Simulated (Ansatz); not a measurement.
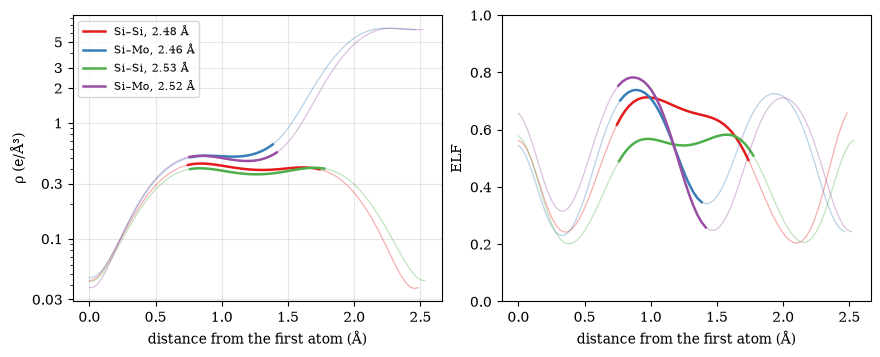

The picture shows: Si₂Mo (slab). Valence electron density and electron localisation function along straight lines between neighbouring atoms. Thin, pale parts lie inside the atomic spheres.

Computed without spin polarisation.

These are results of Ansatz 0.2.0, DFT PBEsol, scalar-relativistic, plane waves, PAW, not measurements.

Core electrons are frozen (PAW), and the valence fields are smoothed inside the atomic spheres.

> What can be read from the curves?

Si–Si (2.48 Å): the density is about 0.39 e/Å³ at the midpoint; the ELF peaks at about 0.70 between the atoms.
Si–Mo (2.46 Å): the density is about 0.54 e/Å³ at the midpoint; the ELF peaks at about 0.75 in the valence shell of Si, 0.9 Å from its nucleus, and is about 0.45 at the midpoint.
Si–Si (2.53 Å): the density is about 0.36 e/Å³ at the midpoint; the ELF peaks at about 0.60 in the valence shell of Si, 1.0 Å from its nucleus, and is about 0.55 at the midpoint.
Si–Mo (2.52 Å): ρ at the midpoint is about 0.48 e/Å³; the ELF peaks at about 0.80 in the valence shell of Si, 0.9 Å from its nucleus, and is about 0.40 at the midpoint.
